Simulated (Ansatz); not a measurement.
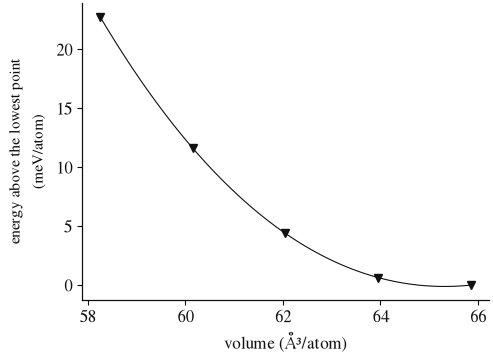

Plotted: energy above the lowest point against volume for Ba, space group Im-3m (No. 229) (one of a set of cubic test structures, which need not be the stable phase).

Computed with Ansatz 0.2.0 development build: equation of state of a cubic crystal from periodic Kohn-Sham density functional theory without spin, third-order Birch-Murnaghan fit to the free energies; pressure corrected for the finite basis. Level: r2SCAN.

```csv
setting,value
structure type,bcc
atoms in cell,1
space group number,229
lattice centring,body-centred primitive
k mesh,10×10×10
occupation method,Fermi–Dirac
occupation width,0.1 eV
wave cutoff,300 eV
datasets,hand-made PAW
density tolerance,1e-09 eV
bands,9
density cutoff ratio,8
search for lower states,default
xc grid level,2
```

**Give the fitted equation-of-state parameters.**

A third-order Birch–Murnaghan fit gives V0 = 65.31 Å³/atom, B0 = 8.28 GPa.
